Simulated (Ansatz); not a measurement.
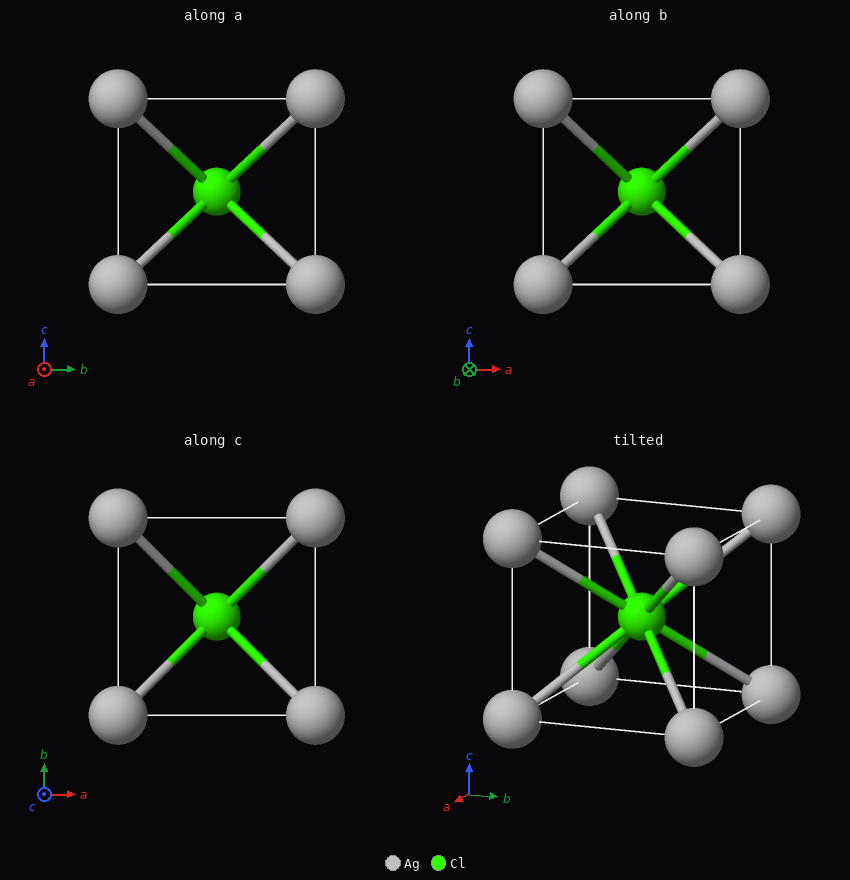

View along the a axis, along the b axis, along the c axis and slightly off an axis, drawn as a ball-and-stick model. The conventional unit cell is outlined; an atom on or near a face, edge or corner is repeated at each equivalent position.

Lattice parameters: a = 3.396 Å, b = 3.396 Å, c = 3.197 Å, α = 90.00°, β = 90.00°, γ = 90.00°. Put a along x and b in the xy plane.

Write down what is shown as a POSCAR file.

```
Ag Cl
1.0
     3.396    0.000    0.000
     0.000    3.396    0.000
     0.000    0.000    3.197
Ag Cl
1 1
Direct
  0.0000 0.0000 0.0000
  0.5000 0.5000 0.5000
```

The model was built from a structure type filled with these elements by a generator (whether the compound takes this form wasn't checked). The cell was then strained or its atoms displaced on purpose. A calculation with Ansatz used it as input.

At this level of theory the cell isn't at rest (compressed, at 6 GPa), so its distances can differ from those at equilibrium, the more so the softer the solid.
